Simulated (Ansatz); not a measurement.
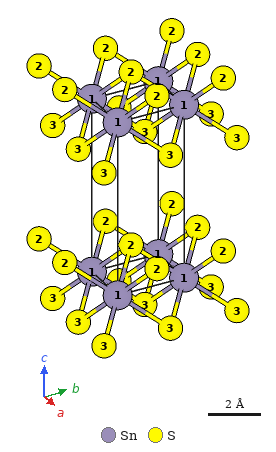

This is the input geometry for a relaxation of solid SnS$_{2}$ (set up in P-3m1). A ball-and-stick model of the cell of the calculation, seen slightly off an axis.

Case: relaxed at 30 GPa.

These are results of DFT PBE, scalar-relativistic, plane waves, PAW in Ansatz 0.2.0, not measurements.

Input file:
```yaml
crystal:
  lattice:
    - [3.7024787369, 0.0, 0.0]
    - [-1.8512393684, 3.2064406432, 0.0]
    - [0.0, 0.0, 6.9733290208]
  atoms:
    - { symbol: Sn, position: [0.0, 0.0, 0.0] }
    - { symbol: S, position: [0.6666666667, 0.3333333333, 0.2119625359] }
    - { symbol: S, position: [0.3333333333, 0.6666666667, 0.7880374641] }
basis:
  ecutwfc: 420
kpoints:
  mp_grid: { grid: [12, 12, 4] }
hamiltonian:
  xc: pbe
scf:
  occupations: { method: fixed }
output:
  forces: true
  stress: true
  eigenvalues: true
relax:
  adjacent_minimum: "off"
  f_tol: 0.001
  max_steps: 60
  cell: { stress_tol: 0.02, p_target: 30.0 }
```

Run as
```bash
ansatz run input.yaml --threads 1 --pin off --max-ram 3072MiB --backend cpu --events-out ev --progress --plain --runs-dir out
```

Where does the relaxation end?

Answer. After 11 accepted moves (13 points after the start) the energy has risen by 459 meV per atom. With the target pressure of 30 GPa, the enthalpy E + pV changes by −1560 meV per atom. Largest force component: 0.00077 eV/Å at the start, 0.0006 eV/Å at the end. Pressure: 0.00 GPa at the start and 30.00 GPa at the end. At 2 points the geometry stayed and the basis and grid were re-selected for the new cell (energy shift of 1.3 meV per atom at most each time). The largest moves relative to the cell, 0.43 Å, are those of S2 and S3. S2 goes along +c. Sn stays in place. The drawn cell changes as follows: a = b 3.702 → 3.464 Å (−6.4 %), c 6.973 → 4.854 Å (−30.4 %); the volume changes by −39.1 %. Among the contacts that change: S2–S3 4.550 → 2.785 Å, Sn1–S2 2.599 → 2.475 Å. Bond angles that change, for instance: S2–Sn1–S3 89.2° → 91.2°, Sn1–S3–Sn1 90.8° → 88.8°, S2–Sn1–S2 90.8° → 88.8°. The space group stays P-3m1 (No. 164).

After the run, drawn alike:

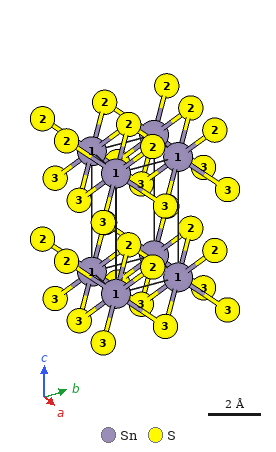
